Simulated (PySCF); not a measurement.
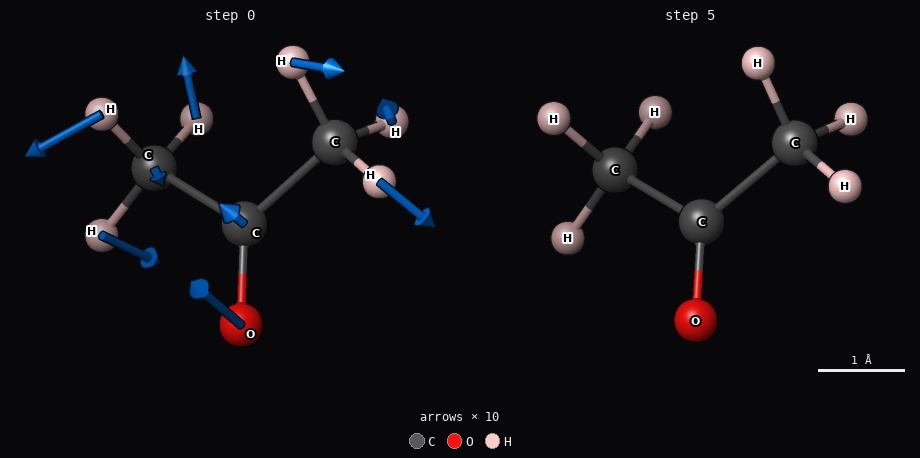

The structure of C3H6O before (left) and after (right) a relaxation, at one scale. The blue arrows give the displacements, magnified 10 times.

The picture is a ball-and-stick view, seen at a tilt.

The start comes from GFN2-xTB. Its atoms were then displaced at random by about 0.01 Å.

Theory: PBE0-D3(BJ)/def2-SVP geometry optimisation, gas phase (PySCF). 

Describe what moved and what it gained.

Answer. The atom that moves furthest after the best rigid fit is the O atom (0.13 Å). By element the largest moves are O 0.13 Å, H 0.11 Å, C 0.05 Å. Near-neighbour distances that change, for instance: C–H 1.068 → 1.103 Å, C–C 1.542 → 1.511 Å, C–H 1.111 → 1.101 Å, C–C 1.518 → 1.510 Å. Among the angles between lasting bonds that change: C–C–H 108.9° → 112.0°, H–C–H 110.2° → 107.1°, C–C–O 124.2° → 121.9°. After 5 geometry steps the energy has fallen by 2.63 kcal/mol. Cost: 12 s on 1 thread of Arm Neoverse V1, with other jobs on the host.
